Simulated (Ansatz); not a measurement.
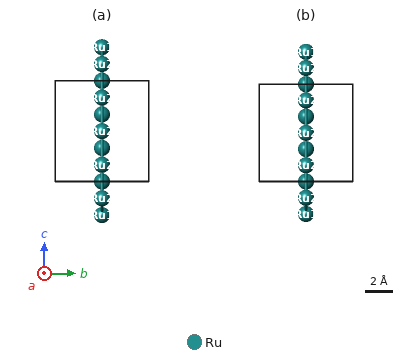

The structure of a wire of composition Ru before (left) and after (right) a relaxation, at one scale.

Style: ball-and-stick. Shown: the 3 repeat of the cell, with the vacuum cut short, along the a axis.

Case: strip chain of atoms.

Computed with Ansatz, DFT PBEsol, scalar-relativistic, plane waves, PAW.

Input
```yaml
crystal:
  lattice:
    - [11.1, 0.0, 0.0]
    - [0.0, 9.3, 0.0]
    - [0.0, 0.0, 2.5115556483]
  atoms:
    - { symbol: Ru, position: [0.4039435627, 0.5, 0.0], spin: 1.5 }
    - { symbol: Ru, position: [0.5960564373, 0.5, 0.5], spin: 1.5 }
basis:
  ecutwfc: 420
kpoints:
  mp_grid: { grid: [1, 1, 26] }
hamiltonian:
  xc: pbesol
scf:
  occupations: { method: gaussian, width: 0.05 }
output:
  forces: true
  stress: true
  eigenvalues: true
  populations: true
  write_density: true
  write_potential: true
  elf: true
  volumetric_format: npy
magnetization:
  spin_polarized: true
relax:
  adjacent_minimum: "off"
  f_tol: 0.01
  max_steps: 45
  cell: { fix: [a, b, alpha, beta, gamma], stress_tol: 0.03 }
```

Launched with:
```bash
ansatz run input.yaml --threads 2 --pin off --max-ram 5120MiB --backend cpu --events-out ev --progress --plain --runs-dir out
```

Describe what moved and what it gained.

The largest moves relative to the layer's centre, 0.014 Å, are those of Ru1 and Ru2. Along the periodic axis the drawn cell goes c 7.535 → 7.276 Å (−3.4 %). Near-neighbour distances that change, for instance: Ru1–Ru1 2.512 → 2.425 Å, Ru1–Ru2 2.475 → 2.428 Å. The energy falls by 75.1 meV per cell of the calculation in 4 accepted moves (5 points after the start). Largest force component: 0.82 eV/Å at the start, 0.00076 eV/Å at the end. At 1 point the geometry stayed and the basis and grid were re-selected for the new cell (energy shift of 0.5 meV per cell of the calculation at most each time). The run took 73 s on 2 threads of Arm Neoverse N1, with other jobs on the host, peak memory 0.56 GiB.

Limits of the set-up: the k-point mesh is coarse for a cell with partly filled bands.
